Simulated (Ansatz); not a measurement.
```
Si Mg
1.0
     2.90839    0.00000    0.00000
     0.00000    2.90839    0.00000
     0.00000    0.00000    4.10343
Si Mg
1 1
Direct
  0.50000 0.50000 0.50000
  0.00000 0.00000 0.00000
```

Space group P4/mmm; a structure from a database of computed crystals, not necessarily the ambient phase.

Level of theory: Kohn-Sham DFT of a periodic cell, HSE06, Ansatz PAW in Ansatz.

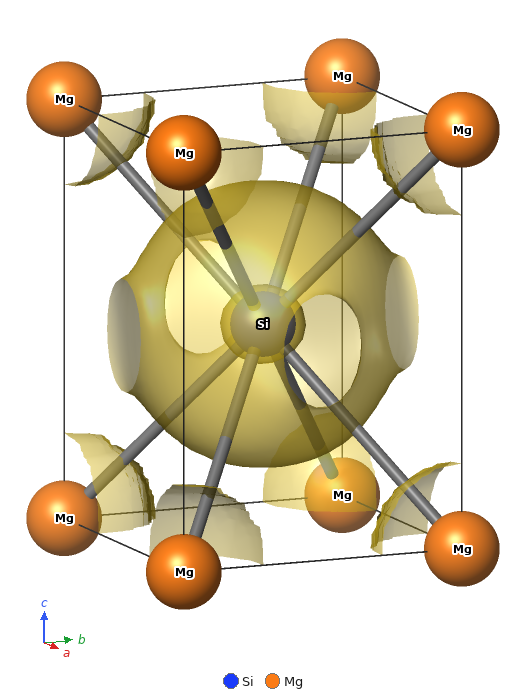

MgSi. Isosurface of the valence electron density at 0.2 e/Å³ (yellow), seen slightly off an axis. Sticks mark near contacts.

**Which contacts does the surface bridge?**

At this value the density is joined into sheets; it holds about 80 % of the electrons treated as valence (semicore included). It bridges none of the near contacts. It is pinched off along the sampled Mg–Si (2.90 Å) contacts. On the grid the lowest density along these lines, outside the cores, is 0.13 e/Å³ (Mg–Si, 2.90 Å).

**Does the calculation make it a metal, or give it a gap?**

It is gapless in this calculation (a metal or semimetal).
